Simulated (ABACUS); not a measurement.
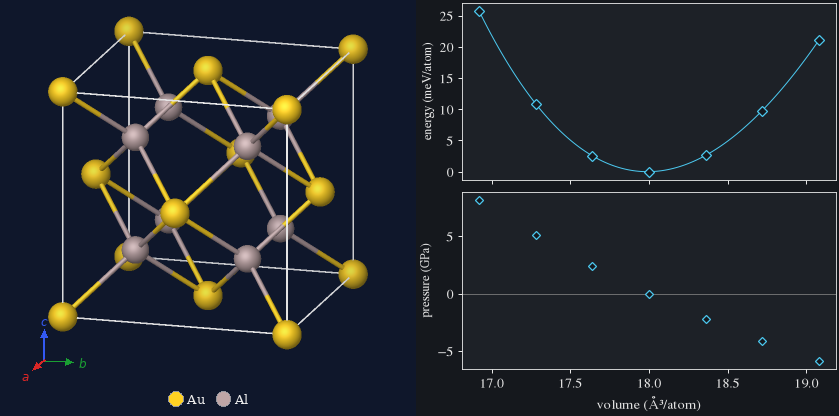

Plotted: energy and pressure against volume for Al₂Au, space group Fm-3m (No. 225). The conventional cell is drawn beside the plot.

Cell as given: a = 4.243 Å, b = 4.243 Å, c = 4.243 Å, α = 60.00°, β = 60.00°, γ = 60.00°; 3 atoms.

Computed with ABACUS 3.10.1: DFT in plane waves or numerical atomic orbitals with pseudopotentials, no spin polarisation; energies at scaled volumes of the given cell, shape and fractions fixed, counted from the fit's minimum, third-order Birch-Murnaghan fit. Level: PBEsol.

- k mesh: 8×8×8
- occupations: Fermi–Dirac
- smearing width: 0.05 eV
- potentials: PseudoDojo NC SR 0.4.1 PBEsol standard
- wave cutoff: 1034 eV
- density cutoff: 4136 eV
- program settings: basis pw

Q: What equilibrium volume and bulk modulus follow from the curve?

A: A third-order Birch–Murnaghan fit gives V0 = 17.99 Å³/atom, B0 = 115 GPa and B′ = 4.9.

Q: Read off the course of the pressure.

A: It falls from 8.18 GPa at volume 16.92 Å³/atom to −5.83 GPa at 19.08 Å³/atom, and changes sign near 17.99 Å³/atom.

Caveats: spin-orbit coupling left out, heavy elements.

The computed values:

| volume (Å³/atom) | energy (meV/atom) | pressure (GPa) |
| --- | --- | --- |
| 16.92 | 25.75 | 8.18 |
| 17.28 | 10.89 | 5.11 |
| 17.64 | 2.55 | 2.37 |
| 18.00 | 0.00 | −0.06 |
| 18.36 | 2.61 | −2.21 |
| 18.72 | 9.79 | −4.13 |
| 19.08 | 21.03 | −5.83 |
